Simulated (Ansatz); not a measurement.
# Pt12S23: geometry relaxation (part 1 of 3)

The run: geometry relaxation of Pt12S23 (defect cell, 35 atoms in the cell). Method and program: DFT PBE+D3(BJ), scalar-relativistic, plane waves, PAW, no spin polarisation (Ansatz 0.2.0).

The structure derives from an entry of the Crystallography Open Database. It belongs to a series of runs on one base structure; here: S vacancy, atoms relaxed. Figures and captions count atoms from 1; the log counts them from 0 in places.

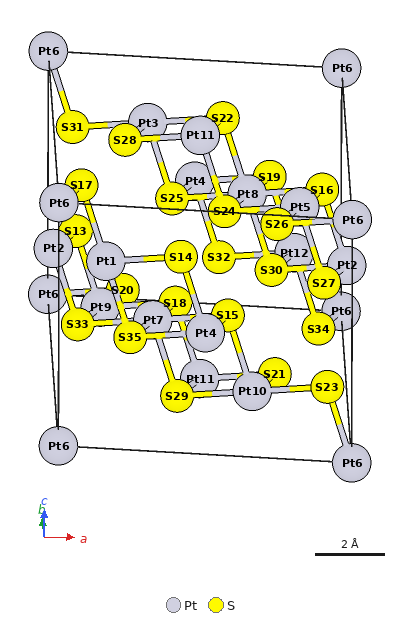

Figure 1. The input geometry (ball-and-stick view of the cell of the calculation, seen at an oblique angle; atoms are numbered from 1 in the order of the input). Near neighbours in the crystal (not all of them lie inside the picture): Pt has 5 S at 2.39 Å; Pt has 6 S at 2.39 Å; S has 3 Pt at 2.39 Å.

## Results in brief

```csv
quantity,value
outcome,converged
electrons treated,354
free energy,−171049.4132 eV
Fermi energy,11.934 eV
gap on the k-point mesh,none (metallic)
pressure,−1.23 GPa
final volume,622.13 Å³
largest force (length of the vector) at the end,0.014 eV/Å
hardware,"4 threads of Intel Xeon @ 2.30GHz, 28 GiB of memory available, shared host"
wall time,2.2 min (CPU time 7.9 min)
peak memory,1.9 GiB
```

Notes on the run: the SCF threshold is looser than advised for the printed stress. Spin–orbit coupling is left out, which matters for Pt.

## Input file
```yaml
crystal:
  lattice:
    - [7.166616675, 0.0, 4.662274322]
    - [-3.5833083375, 6.2064720997, 4.662274322]
    - [-3.5833083375, -6.2064720997, 4.662274322]
  atoms:
    - { symbol: Pt, position: [0.1666666667, 0.1666666667, 0.6666666667] }
    - { symbol: Pt, position: [1.0, 0.5, 0.5] }
    - { symbol: Pt, position: [0.3333333333, 0.8333333333, 0.8333333333] }
    - { symbol: Pt, position: [0.5, 1.0, 0.5] }
    - { symbol: Pt, position: [0.8333333333, 0.3333333333, 0.8333333333] }
    - { symbol: Pt, position: [1.0, 0.0, 1.0] }
    - { symbol: Pt, position: [0.3333333333, 0.3333333333, 0.3333333333] }
    - { symbol: Pt, position: [0.6666666667, 0.6666666667, 0.6666666667] }
    - { symbol: Pt, position: [0.1666666667, 0.6666666667, 0.1666666667] }
    - { symbol: Pt, position: [0.6666666667, 0.1666666667, 0.1666666667] }
    - { symbol: Pt, position: [0.5, 0.5, 0.0] }
    - { symbol: Pt, position: [0.8333333333, 0.8333333333, 0.3333333333] }
    - { symbol: S, position: [0.086250581, 0.7529172476, 0.4195839143] }
    - { symbol: S, position: [0.4195839143, 0.086250581, 0.7529172476] }
    - { symbol: S, position: [0.586250581, 0.2529172476, 0.4195839143] }
    - { symbol: S, position: [0.9195839143, 0.586250581, 0.7529172476] }
    - { symbol: S, position: [0.086250581, 0.2529172476, 0.9195839143] }
    - { symbol: S, position: [0.4195839143, 0.586250581, 0.2529172476] }
    - { symbol: S, position: [0.7529172476, 0.9195839143, 0.586250581] }
    - { symbol: S, position: [0.2529172476, 0.9195839143, 0.086250581] }
    - { symbol: S, position: [0.7529172476, 0.4195839143, 0.086250581] }
    - { symbol: S, position: [0.586250581, 0.7529172476, 0.9195839143] }
    - { symbol: S, position: [0.9195839143, 0.086250581, 0.2529172476] }
    - { symbol: S, position: [0.5804160857, 0.413749419, 0.7470827524] }
    - { symbol: S, position: [0.413749419, 0.7470827524, 0.5804160857] }
    - { symbol: S, position: [0.7470827524, 0.0804160857, 0.913749419] }
    - { symbol: S, position: [0.913749419, 0.2470827524, 0.5804160857] }
    - { symbol: S, position: [0.2470827524, 0.5804160857, 0.913749419] }
    - { symbol: S, position: [0.413749419, 0.2470827524, 0.0804160857] }
    - { symbol: S, position: [0.7470827524, 0.5804160857, 0.413749419] }
    - { symbol: S, position: [0.0804160857, 0.913749419, 0.7470827524] }
    - { symbol: S, position: [0.5804160857, 0.913749419, 0.2470827524] }
    - { symbol: S, position: [0.0804160857, 0.413749419, 0.2470827524] }
    - { symbol: S, position: [0.913749419, 0.7470827524, 0.0804160857] }
    - { symbol: S, position: [0.2470827524, 0.0804160857, 0.413749419] }
basis:
  ecutwfc: 420
kpoints:
  mp_grid: { grid: [3, 3, 3] }
hamiltonian:
  xc: pbe
  dispersion: d3bj
scf:
  occupations: { method: gaussian, width: 0.1 }
output:
  forces: true
  stress: true
  eigenvalues: true
  write_density: true
  write_potential: true
  elf: true
  volumetric_format: npy
relax:
  adjacent_minimum: "off"
  f_tol: 0.02
  max_steps: 50
```

Run as:
```bash
ansatz run input.yaml --threads 4 --pin off --max-ram 2560MiB --backend cpu --events-out ev --progress --plain --runs-dir out
```

## The program's output
```
Warning: output.stress: scf.convergence.dr2_threshold = 1e-7 eV (the SCF's general default) is looser than the 3.5e-9 eV advised for a printed stress (1e-10 eV for each atom of the cell: 35). What an SCF threshold leaves in a stress goes as its square root, and in the free energy as the threshold itself, and one threshold admits the most on a small cell: of the crystals measured, under no hybrid functional and no lock of the moments, on runs that ended without the residual-converged pass, on stresses that held no estimate of that error, the worst erred by over 100 MPa in a component at 1e-7 eV an atom and by under 5 at 1e-10. Every solve of this run answers to scf.convergence.dr2_threshold, and the tensor of one is reported: a single SCF on the reported geometry and on this run's grids (its basis.xc_grid and basis.ecutrho_ratio typed), with scf.convergence.dr2_threshold at 3.5e-9 eV or tighter, prints it and tightens no other solve. Else set scf.convergence.dr2_threshold to 3.5e-9 eV or tighter. The threshold is an SCF's pass mark: one that does not reach it within its budget of iterations ends unconverged, or closes short of it on a stop that the run arms, and scf.convergence.dr2_threshold's page says what that costs each kind of run
Engine: ansatz 0.2.0, x86_64-unknown-linux-gnu
Pseudopotentials: kind: paw
Pseudopotential: Pt, paw, valence charge 18, recommended cutoff 420 eV (normal), Pt.paw.azcp
Pseudopotential: S, paw, valence charge 6, recommended cutoff 420 eV (normal), S.paw.azcp
Functional definition: PBE
  parameter kappa = 0.804
  parameter beta = 0.06672455060314922
  exchange = pbe_x(kappa = kappa, mu = beta*pi^2/3)
  correlation = pbe_c(beta = beta)
Crystal: 35 atoms, lattice volume = 622.126 Å³
Basis set: ecut = 420 eV, 12213 PW (Γ), exchange–correlation on 120×120×120 points (8 copies of the dense FFT grid, shifted against one another)
Bands: 213, of which v1, the nominal top of the filled ones, is band 177 counted from 1 (176 counted from 0)
Symmetry: 3 space group operations
Space group: R3 (ITA 146), of the structure as read, at distance tolerance 8.5e-5 Å
k-points: 6 of 27 (time reversal used)
Non-local potential: Pt, projectors of the file, l = 0: 3, l = 1: 2, l = 2: 2, l = 3: 1
Non-local potential: S, projectors of the file, l = 0: 2, l = 1: 2, l = 2: 2
PAW form: soft (Blöchl's): semilocal exchange-correlation on the pseudo side does not see the compensation charge
PAW one-centre angular grid: Pt, 590 points (default); XC on 64 Gauss nodes
PAW one-centre angular grid: S, 110 points (default); XC on 64 Gauss nodes
Initial density: superposition of atomic densities (neutral atoms: chi_scale 0, normalization atom), corrected by the library's trained network
Initial wavefunctions: pseudopotential atomic-orbital guess
Functional: x = pbe(κ = 0.804, μ = 0.2195149727645171), c = pbe(β = 0.06672455060314922)
SCF iter   1: F=—  HF=-171049.258810 eV  |F-HF|=—  |Δ(HF+E_count)|=         —  Δρ=4.28e-3  dr2=1.39e-1  ethr=1.77e-3  ⟨swp⟩=5.2  Hψ=4665  notcnv=0  defer=32
preconditioner: auto → LDOS  [insulator: Δε(μ)=0.343 eV  Ē_g=8.605 eV  σ=0.100 eV  W_gap=0.60  n_scr=164 (ndim 8)  ℏωp=23.9 eV  f_vac=0.013  D(μ)=1.89/eV (n_scr^D=6)  ε∞_Penn≈8.7  β→1.0]
SCF iter   2: F=—  HF=-171049.307224 eV  |F-HF|=—  |Δ(HF+E_count)|=   4.84e-2  Δρ=4.17e-3  dr2=3.66e-1  ethr=3.92e-5  ⟨swp⟩=2.3  Hψ=2297  notcnv=0  defer=62
SCF iter   3: F=—  HF=-171049.261177 eV  |F-HF|=—  |Δ(HF+E_count)|=   4.60e-2  Δρ=1.47e-3  dr2=5.21e-2  ethr=3.92e-5  ⟨swp⟩=2.0  Hψ=1883  notcnv=0  defer=62
SCF iter   4: F=—  HF=-171049.253560 eV  |F-HF|=—  |Δ(HF+E_count)|=   7.62e-3  Δρ=5.28e-4  dr2=4.41e-3  ethr=1.47e-5  ⟨swp⟩=2.0  Hψ=1735  notcnv=0  defer=62
SCF iter   5: F=—  HF=-171049.253131 eV  |F-HF|=—  |Δ(HF+E_count)|=   4.29e-4  Δρ=1.13e-4  dr2=1.39e-4  ethr=1.25e-6  ⟨swp⟩=2.2  Hψ=1812  notcnv=0  defer=39
SCF iter   6: F=—  HF=-171049.253136 eV  |F-HF|=—  |Δ(HF+E_count)|=   5.08e-6  Δρ=6.55e-5  dr2=7.29e-5  ethr=3.92e-8  ⟨swp⟩=2.0  Hψ=1839  notcnv=0  defer=39
SCF iter   7: F=—  HF=-171049.253134 eV  |F-HF|=—  |Δ(HF+E_count)|=   2.23e-6  Δρ=3.03e-5  dr2=1.02e-5  ethr=2.06e-8  ⟨swp⟩=2.0  Hψ=1646  notcnv=0  defer=39
SCF iter   8: F=-171049.253134 eV  HF=-171049.253134 eV  |F-HF|=4.10e-7  |Δ(HF+E_count)|=   1.60e-7  Δρ=1.15e-5  dr2=1.24e-6  ethr=2.82e-9  ⟨swp⟩=16.3  Hψ=10786  notcnv=0
SCF 1 converged in 8 iterations: F = -171049.253134 eV  dr2 = 1.24e-6
  greatest PAW one-centre occupation: 1.000 electrons in one spin orbital (limit 2), on the Pt atom at site 10 (counted from 0), in its partial waves of l = 0
relax step   1: F+E_penalty+E_count = -171049.25313364 eV  Δ(F+E_penalty+E_count) = +0.000e0 eV  max|allowed force component| = 6.403e-1 eV/Å  Δτ_max = 0.0000 Å  (8 SCF iters, dr2 threshold 1.00e-5 eV, accepted)
Initial density: handed on by an earlier stage of this run
Initial wavefunctions: those handed on with the density
iter 1 solved again at ethr=3.04e-5 eV; its pass at ethr=3.10e-3 eV (dr2=1.08e-1 eV) is discarded
SCF iter   1: F=—  HF=-171049.389264 eV  |F-HF|=—  |Δ(HF+E_count)|=         —  Δρ=8.91e-3  dr2=1.07e-1  ethr=3.04e-5  ⟨swp⟩=2.0  Hψ=3798  notcnv=0  defer=153
preconditioner: auto → LDOS  [insulator: Δε(μ)=0.358 eV  Ē_g=8.625 eV  σ=0.100 eV  W_gap=0.77  n_scr=164 (ndim 8)  ℏωp=23.9 eV  f_vac=0.010  D(μ)=2.12/eV (n_scr^D=6)  ε∞_Penn≈8.7  β→1.0]
SCF iter   2: F=—  HF=-171049.396997 eV  |F-HF|=—  |Δ(HF+E_count)|=   7.73e-3  Δρ=2.13e-3  dr2=7.49e-2  ethr=3.03e-5  ⟨swp⟩=2.0  Hψ=1939  notcnv=0  defer=153
SCF iter   3: F=—  HF=-171049.397434 eV  |F-HF|=—  |Δ(HF+E_count)|=   4.37e-4  Δρ=2.01e-3  dr2=9.22e-2  ethr=2.12e-5  ⟨swp⟩=2.0  Hψ=1866  notcnv=0  defer=153
SCF iter   4: F=—  HF=-171049.384865 eV  |F-HF|=—  |Δ(HF+E_count)|=   1.26e-2  Δρ=7.64e-4  dr2=8.83e-3  ethr=2.12e-5  ⟨swp⟩=2.0  Hψ=1508  notcnv=0  defer=153
SCF iter   5: F=—  HF=-171049.383542 eV  |F-HF|=—  |Δ(HF+E_count)|=   1.32e-3  Δρ=1.69e-4  dr2=4.98e-4  ethr=2.50e-6  ⟨swp⟩=2.5  Hψ=1703  notcnv=0  defer=153
SCF iter   6: F=—  HF=-171049.383471 eV  |F-HF|=—  |Δ(HF+E_count)|=   7.10e-5  Δρ=5.83e-5  dr2=4.35e-5  ethr=1.41e-7  ⟨swp⟩=2.0  Hψ=1732  notcnv=0  defer=153
SCF iter   7: F=-171049.383464 eV  HF=-171049.383466 eV  |F-HF|=2.24e-6  |Δ(HF+E_count)|=   4.85e-6  Δρ=2.26e-5  dr2=3.11e-6  ethr=7.24e-9  ⟨swp⟩=16.8  Hψ=10591  notcnv=0
SCF 2 converged in 7 iterations: F = -171049.383464 eV  dr2 = 3.11e-6
  Residual-converged pass: ⟨swp⟩=1.0  Hψ=1302  notcnv=0  max |occ|·‖R‖ = 6.8e-9 eV (tolerance 1.0e-8 eV)  dr2=3.11e-6  dr2_onsite=8.83e-8  max |Δocc| = 4.1e-11
relax step   2: F+E_penalty+E_count = -171049.38346414 eV  Δ(F+E_penalty+E_count) = -1.303e-1 eV  max|allowed force component| = 2.408e-1 eV/Å  Δτ_max = 0.0684 Å  (7 SCF iters, dr2 threshold 2.56e-5 eV, accepted)
SCF iter   1: F=—  HF=-171049.412101 eV  |F-HF|=—  |Δ(HF+E_count)|=         —  Δρ=3.45e-3  dr2=1.83e-2  ethr=4.60e-5  ⟨swp⟩=2.2  Hψ=2347  notcnv=0  defer=158
preconditioner: auto → LDOS  [insulator: Δε(μ)=0.369 eV  Ē_g=8.612 eV  σ=0.100 eV  W_gap=0.87  n_scr=164 (ndim 8)  ℏωp=23.9 eV  f_vac=0.011  D(μ)=2.28/eV (n_scr^D=6)  ε∞_Penn≈8.7  β→1.0]
SCF iter   2: F=—  HF=-171049.413169 eV  |F-HF|=—  |Δ(HF+E_count)|=   1.07e-3  Δρ=9.07e-4  dr2=1.67e-2  ethr=5.18e-6  ⟨swp⟩=2.0  Hψ=2387  notcnv=0  defer=158
SCF iter   3: F=—  HF=-171049.413874 eV  |F-HF|=—  |Δ(HF+E_count)|=   7.05e-4  Δρ=9.78e-4  dr2=2.54e-2  ethr=4.71e-6  ⟨swp⟩=2.0  Hψ=1776  notcnv=0  defer=158
SCF iter   4: F=—  HF=-171049.410779 eV  |F-HF|=—  |Δ(HF+E_count)|=   3.10e-3  Δρ=2.85e-4  dr2=1.57e-3  ethr=4.71e-6  ⟨swp⟩=2.0  Hψ=1665  notcnv=0  defer=158
SCF iter   5: F=—  HF=-171049.410665 eV  |F-HF|=—  |Δ(HF+E_count)|=   1.13e-4  Δρ=7.50e-5  dr2=1.01e-4  ethr=4.44e-7  ⟨swp⟩=2.3  Hψ=1632  notcnv=0  defer=158
SCF iter   6: F=—  HF=-171049.410652 eV  |F-HF|=—  |Δ(HF+E_count)|=   1.30e-5  Δρ=2.37e-5  dr2=4.17e-6  ethr=2.85e-8  ⟨swp⟩=2.0  Hψ=1681  notcnv=0  defer=158
SCF iter   7: F=-171049.410652 eV  HF=-171049.410652 eV  |F-HF|=2.76e-7  |Δ(HF+E_count)|=   3.91e-7  Δρ=8.91e-6  dr2=4.37e-7  ethr=1.02e-9  ⟨swp⟩=15.7  Hψ=9986  notcnv=0
SCF 3 converged in 7 iterations: F = -171049.410652 eV  dr2 = 4.37e-7
relax step   3: F+E_penalty+E_count = -171049.41065174 eV  Δ(F+E_penalty+E_count) = -2.719e-2 eV  max|allowed force component| = 7.937e-2 eV/Å  Δτ_max = 0.0236 Å  (7 SCF iters, dr2 threshold 3.62e-6 eV, accepted)
SCF iter   1: F=—  HF=-171049.413146 eV  |F-HF|=—  |Δ(HF+E_count)|=         —  Δρ=1.21e-3  dr2=4.95e-3  ethr=1.11e-5  ⟨swp⟩=2.3  Hψ=2312  notcnv=0  defer=78
preconditioner: auto → LDOS  [insulator: Δε(μ)=0.370 eV  Ē_g=8.611 eV  σ=0.100 eV  W_gap=0.89  n_scr=164 (ndim 8)  ℏωp=23.9 eV  f_vac=0.011  D(μ)=2.30/eV (n_scr^D=6)  ε∞_Penn≈8.7  β→1.0]
SCF iter   2: F=—  HF=-171049.413588 eV  |F-HF|=—  |Δ(HF+E_count)|=   4.42e-4  Δρ=5.70e-4  dr2=7.88e-3  ethr=1.40e-6  ⟨swp⟩=2.0  Hψ=1980  notcnv=0  defer=78
SCF iter   3: F=—  HF=-171049.413018 eV  |F-HF|=—  |Δ(HF+E_count)|=   5.70e-4  Δρ=3.47e-4  dr2=3.08e-3  ethr=1.40e-6  ⟨swp⟩=2.0  Hψ=1767  notcnv=0  defer=78
SCF iter   4: F=—  HF=-171049.412653 eV  |F-HF|=—  |Δ(HF+E_count)|=   3.65e-4  Δρ=1.20e-4  dr2=2.30e-4  ethr=8.70e-7  ⟨swp⟩=2.0  Hψ=1633  notcnv=0  defer=78
SCF iter   5: F=—  HF=-171049.412694 eV  |F-HF|=—  |Δ(HF+E_count)|=   4.05e-5  Δρ=2.92e-5  dr2=8.34e-6  ethr=6.49e-8  ⟨swp⟩=2.0  Hψ=1722  notcnv=0  defer=78
SCF iter   6: F=—  HF=-171049.412693 eV  |F-HF|=—  |Δ(HF+E_count)|=   8.92e-7  Δρ=9.86e-6  dr2=1.14e-6  ethr=2.36e-9  ⟨swp⟩=2.0  Hψ=1754  notcnv=0  defer=78
SCF iter   7: F=-171049.412693 eV  HF=-171049.412693 eV  |F-HF|=8.45e-8  |Δ(HF+E_count)|=   1.07e-7  Δρ=3.74e-6  dr2=1.21e-7  ethr=1.93e-10  ⟨swp⟩=14.0  Hψ=9125  notcnv=0
SCF 4 converged in 7 iterations: F = -171049.412693 eV  dr2 = 1.21e-7
relax step   4: F+E_penalty+E_count = -171049.41269258 eV  Δ(F+E_penalty+E_count) = -2.041e-3 eV  max|allowed force component| = 4.638e-2 eV/Å  Δτ_max = 0.0160 Å  (7 SCF iters, dr2 threshold 6.84e-7 eV, accepted)
SCF iter   1: F=—  HF=-171049.413127 eV  |F-HF|=—  |Δ(HF+E_count)|=         —  Δρ=7.77e-4  dr2=9.49e-4  ethr=4.75e-6  ⟨swp⟩=2.5  Hψ=2284  notcnv=0  defer=78
preconditioner: auto → LDOS  [insulator: Δε(μ)=0.366 eV  Ē_g=8.612 eV  σ=0.100 eV  W_gap=0.87  n_scr=164 (ndim 8)  ℏωp=23.9 eV  f_vac=0.011  D(μ)=2.28/eV (n_scr^D=6)  ε∞_Penn≈8.7  β→1.0]
SCF iter   2: F=—  HF=-171049.413224 eV  |F-HF|=—  |Δ(HF+E_count)|=   9.70e-5  Δρ=1.99e-4  dr2=1.14e-3  ethr=2.68e-7  ⟨swp⟩=2.0  Hψ=2279  notcnv=0  defer=78
SCF iter   3: F=—  HF=-171049.413479 eV  |F-HF|=—  |Δ(HF+E_count)|=   2.54e-4  Δρ=2.84e-4  dr2=3.25e-3  ethr=2.68e-7  ⟨swp⟩=2.0  Hψ=1849  notcnv=0  defer=78  recentre
SCF iter   4: F=—  HF=-171049.413047 eV  |F-HF|=—  |Δ(HF+E_count)|=   4.32e-4  Δρ=4.25e-5  dr2=3.06e-5  ethr=2.68e-7  ⟨swp⟩=2.0  Hψ=1756  notcnv=0  defer=78
SCF iter   5: F=—  HF=-171049.413193 eV  |F-HF|=—  |Δ(HF+E_count)|=   1.46e-4  Δρ=1.51e-5  dr2=2.20e-6  ethr=8.65e-9  ⟨swp⟩=2.0  Hψ=1745  notcnv=0  defer=78
SCF iter   6: F=—  HF=-171049.413192 eV  |F-HF|=—  |Δ(HF+E_count)|=   3.48e-7  Δρ=5.50e-6  dr2=1.69e-7  ethr=6.22e-10  ⟨swp⟩=2.0  Hψ=1819  notcnv=0  defer=78
SCF iter   7: F=-171049.413192 eV  HF=-171049.413192 eV  |F-HF|=5.03e-9  |Δ(HF+E_count)|=   1.96e-8  Δρ=1.70e-6  dr2=1.20e-8  ethr=2.82e-11  ⟨swp⟩=12.0  Hψ=8187  notcnv=0
SCF 5 converged in 7 iterations: F = -171049.413192 eV  dr2 = 1.20e-8
relax step   5: F+E_penalty+E_count = -171049.41319238 eV  Δ(F+E_penalty+E_count) = -4.998e-4 eV  max|allowed force component| = 1.373e-2 eV/Å  Δτ_max = 0.0073 Å  (7 SCF iters, accepted)
```

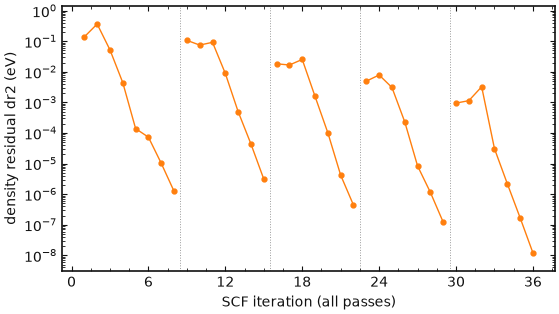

Figure 2. Convergence of the self-consistent field: density residual dr2 against the SCF iteration. The dotted lines part the SCF passes of the relaxation: geometry steps, rejected trials and re-solves on a re-selected basis. The 5 passes take 7 to 8 iterations each, 36 in all.

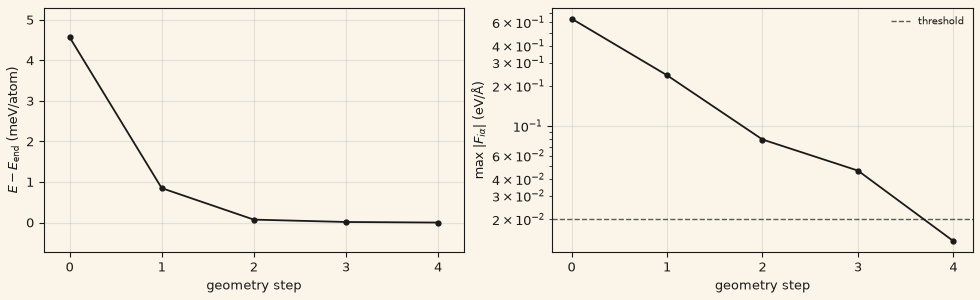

Figure 3. Progress of the relaxation, step by step (the first geometry is step 0 here and step 1 in the log).

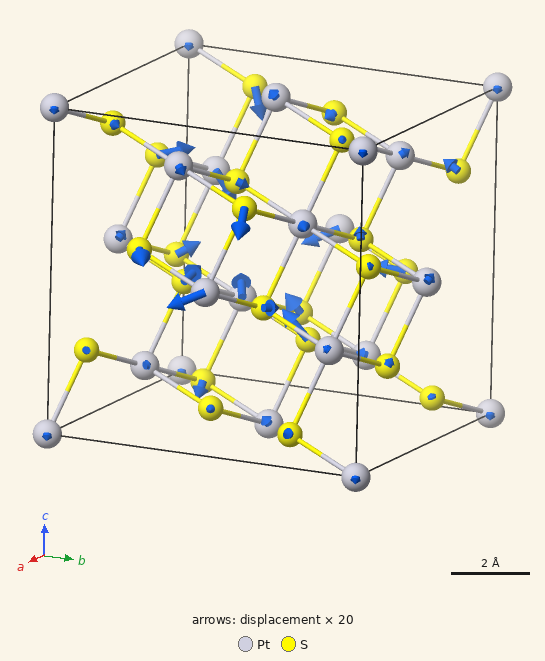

Figure 4. The starting structure with the displacements as blue arrows, magnified 20 times (ball-and-stick view of the cell of the calculation, seen slightly off an axis). The largest moves, 0.054 Å, are those of Pt1, Pt2 and Pt7. Largest moves by element: Pt 0.054 Å, S 0.053 Å. The cell doesn't change. Among the contacts that change: Pt1–S31 2.395 → 2.449 Å, Pt1–S27 2.395 → 2.341 Å, Pt10–S15 2.395 → 2.418 Å, Pt11–S18 2.395 → 2.412 Å. After 4 geometry steps the energy has fallen by 4.6 meV per atom. The largest force component goes from 0.64 to 0.014 eV/Å. (Atoms are counted from 1 in the order of the input.)
